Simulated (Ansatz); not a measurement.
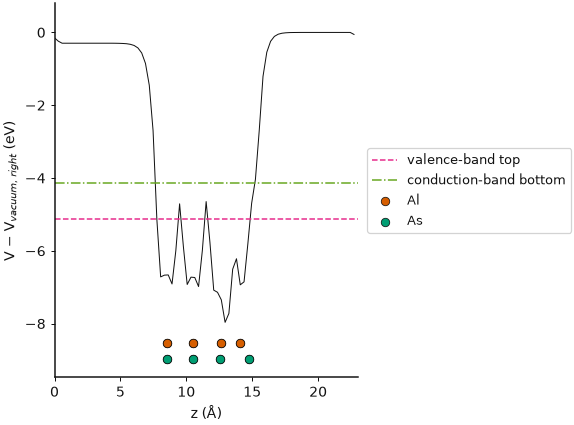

Plane-averaged electrostatic potential energy of an electron across the slab; circles at the bottom mark the heights of the atoms (positions after relaxation).

This input was run:

```
crystal:
  lattice:
    - [8.0103882425, 0.0, 0.0]
    - [0.0, 5.6641998462, 0.0]
    - [0.0, 0.0, 23.0077911819]
  atoms:
    - { symbol: Al, position: [0.25, 0.5, 0.3694400707] }
    - { symbol: Al, position: [0.75, 0.5, 0.3694400707] }
    - { symbol: As, position: [0.5, 0.25, 0.3694400707] }
    - { symbol: As, position: [0.0, 0.25, 0.3694400707] }
    - { symbol: Al, position: [0.5, 0.0, 0.4564800236] }
    - { symbol: Al, position: [0.0, 0.0, 0.4564800236] }
    - { symbol: As, position: [0.75, 0.75, 0.4564800236] }
    - { symbol: As, position: [0.25, 0.75, 0.4564800236] }
    - { symbol: Al, position: [0.75, 0.5, 0.5435199764] }
    - { symbol: Al, position: [0.25, 0.5, 0.5435199764] }
    - { symbol: As, position: [0.0, 0.25, 0.5435199764] }
    - { symbol: As, position: [0.5, 0.25, 0.5435199764] }
    - { symbol: Al, position: [0.0, 0.0, 0.6305599293] }
    - { symbol: Al, position: [0.5, 0.0, 0.6305599293] }
    - { symbol: As, position: [0.25, 0.75, 0.6305599293] }
    - { symbol: As, position: [0.75, 0.75, 0.6305599293] }
basis:
  ecutwfc: 420
kpoints:
  mp_grid: { grid: [4, 5, 1] }
hamiltonian:
  xc: pbe
  dispersion: d3bj
scf:
  occupations: { method: gaussian, width: 0.05 }
output:
  forces: true
  eigenvalues: true
relax:
  adjacent_minimum: "off"
  f_tol: 0.03
  max_steps: 70
  constraints: [{ sites: [0, 1, 2, 3, 4, 5, 6, 7] }]
efield:
  axis: 3
  dipole_correction: true
  ramp_width: 0.04
```

Launched with:
```bash
ansatz run input.yaml --threads 4 --pin off --max-ram 10240MiB --backend cpu --events-out ev --progress --plain --runs-dir out
```

Q: What are the ionisation potential and the electron affinity of the slab?

A: From the vacuum level at the right face the ionisation potential is 5.13 eV and the electron affinity 4.13 eV; at the left face they are 4.84 and 3.83 eV. The slab's gap, their difference before rounding, is 1.00 eV.

Q: Do the two faces differ, and what does that say about the slab's dipole?

A: The vacuum levels differ by 0.30 eV, so the slab carries a dipole along its normal. Some atoms were held fixed in the relaxation, which can itself make the faces differ.

Q: How thick are slab and vacuum?

A: The outermost atoms are 6.2 Å apart, which leaves 16.8 Å of vacuum in a cell 23.0 Å high.
